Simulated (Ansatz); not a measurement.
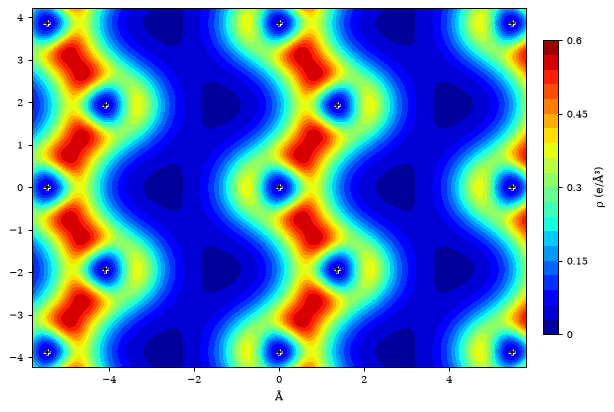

The valence electron density on a plane through atoms (crosses mark nuclei in the plane).

Method: DFT PBE, scalar-relativistic, plane waves, PAW in Ansatz 0.2.0.

Candidates:
A. Si, a = 5.47 Å, b = 5.47 Å, c = 5.47 Å, α = 90.00°, β = 90.00°, γ = 90.00°. Space group Fd-3m; a structure from a database of computed crystals, not necessarily the ambient phase.
B. Au, a = 4.21 Å, b = 5.96 Å, c = 2.97 Å, α = 59.82°, β = 135.66°, γ = 90.00°. Space group C2/m; a structure from a database of computed crystals, not necessarily the ambient phase; changed on purpose from its base cell (band edges of the strained film's bulk).

Which candidate gave the map?

Candidate A: Si on the (110) plane of the conventional cell, which holds Si. Si–Si (2.37 Å): ρ at the midpoint is about 0.56 e/Å³.
